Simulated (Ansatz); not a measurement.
HfO₂

Input file:

```
crystal:
  lattice:
    - [2.5488057606, -2.5488057606, 0.0]
    - [2.5488057606, 0.0, -2.5488057606]
    - [6.2523120596, 6.2523120596, 6.2523120596]
  atoms:
    - { symbol: Hf, position: [0.0, 0.0, 0.6794437835] }
    - { symbol: Hf, position: [0.3333333333, 0.3333333333, 0.4076717055] }
    - { symbol: Hf, position: [0.6666666667, 0.6666666667, 0.1358996276] }
    - { symbol: O, position: [0.6666666667, 0.6666666667, 0.339728686] }
    - { symbol: O, position: [1.0, 0.0, 0.0679566081] }
    - { symbol: O, position: [0.3333333333, 0.3333333333, 0.611500764] }
    - { symbol: O, position: [0.6666666667, 0.6666666667, 0.747386803] }
    - { symbol: O, position: [1.0, 1.0, 0.475614725] }
    - { symbol: O, position: [0.3333333333, 0.3333333333, 0.2038426471] }
basis:
  ecutwfc: 420
kpoints:
  mp_grid: { grid: [7, 7, 3] }
hamiltonian:
  xc: pbe
scf:
  occupations: { method: gaussian, width: 0.05 }
output:
  forces: true
  stress: true
  eigenvalues: true
  write_density: true
  write_potential: true
  elf: true
  volumetric_format: npy
```

Command:

```sh
ansatz run input.yaml --threads 2 --pin off --max-ram 5120MiB --backend cpu --events-out ev --progress --plain --runs-dir out
```

Below, planes, directions and counts refer to the conventional cell (a = 3.60 Å, b = 3.60 Å, c = 10.83 Å, α = 90.00°, β = 90.00°, γ = 120.00°).

Space group P-3m1; not relaxed (largest force 0.8 eV/Å); computed pressure about −7 GPa in this cell.

The calculation used DFT PBE, scalar-relativistic, plane waves, PAW (Ansatz).

The density is the valence pseudo-density of a PAW calculation; it isn't the true density close to the nuclei.

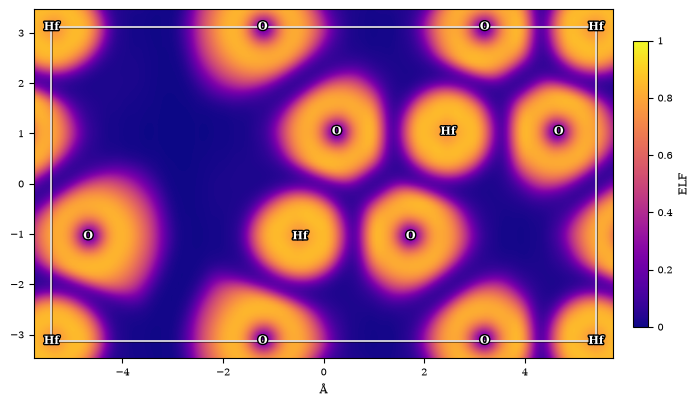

Figure 1. ELF on the (110) plane of the conventional cell.

**Read the bonding off the picture.**

The plane passes through Hf and O nuclei.
Hf–O (2.21 Å): the ELF peaks at about 0.85 in the valence shell of O, 0.6 Å from its nucleus, and drops to about 0.15 between the two atoms: no shared electron pair shows on this line.
The features right at Hf lie inside the PAW spheres, where the map follows smoothed inner orbitals and isn't to be read closely.

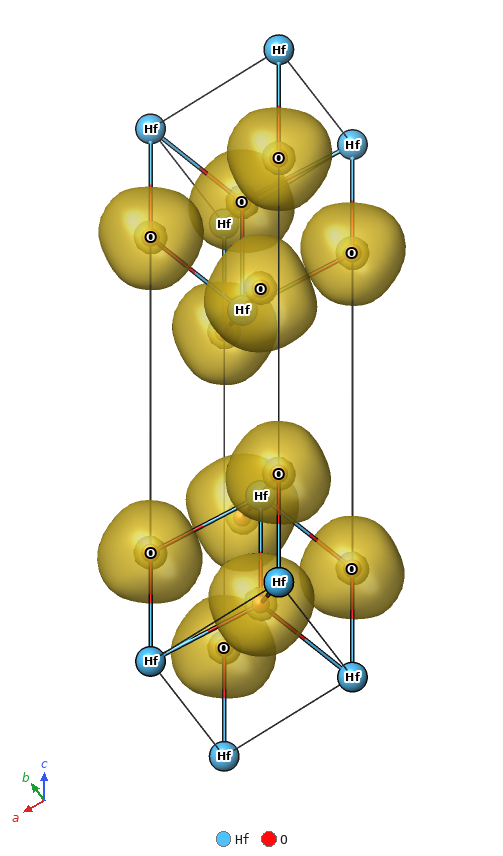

Figure 2. Isosurface of the electron localisation function at 0.6 (yellow), seen at an oblique angle. Only the valence region is drawn (cores and ρ < 0.01 e/Å³ removed). Sticks mark near contacts.

**Identify the bonds, lone pairs and shells in this picture.**

The surface consists of six regions wrapped around O (the valence shell of each), counted in one cell of 9 atoms. Regions shared between cells count once.

**Does the calculation give a band gap?**

It is gapped, with a Kohn–Sham gap of 4.2 eV on the k-point mesh (the band edges may lie off the mesh, which would make the gap smaller).
